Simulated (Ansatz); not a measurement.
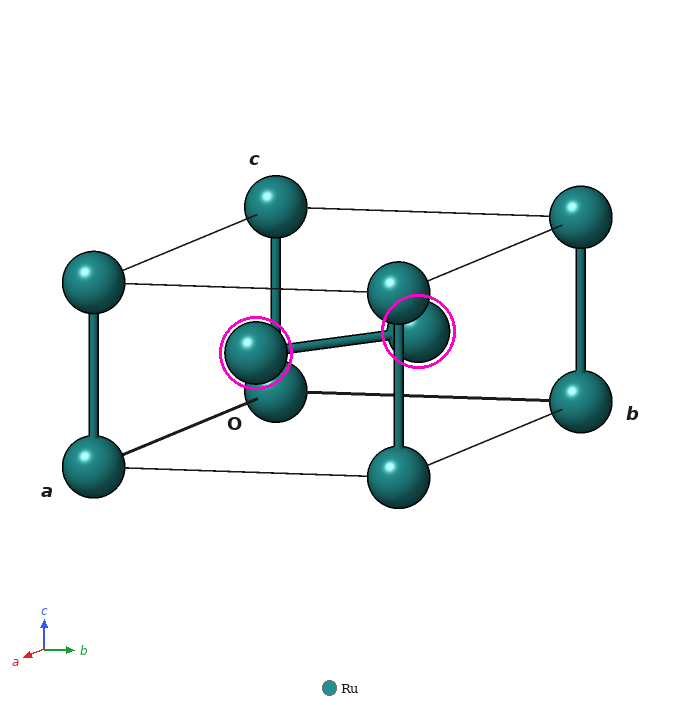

For Ru, the geometry relaxed with DFT, BLYP, plane waves (420 eV) with PAW, scalar-relativistic in Ansatz; the starting structure was generated, so it need not be a known form of this composition: one unit cell; the ringed atoms, with their copies on corners, edges and faces, form one crystallographic orbit. Symmetry computed with spglib at a tolerance of 0.002 Å; standard conventional cell.

a = 4.332 Å, b = 4.332 Å, c = 2.733 Å, α = 90.00°, β = 90.00°, γ = 120.00°; space group P6/mmm, No. 191.

**Which Wyckoff position do the ringed atoms fill?**

Ru on 2d, site symmetry -6m2: 24 operations a cell over 12 that keep the site give 2 atoms, with 0 free parameters.

**List their coordinates.**

(1/3, 2/3, 1/2); (2/3, 1/3, 1/2).
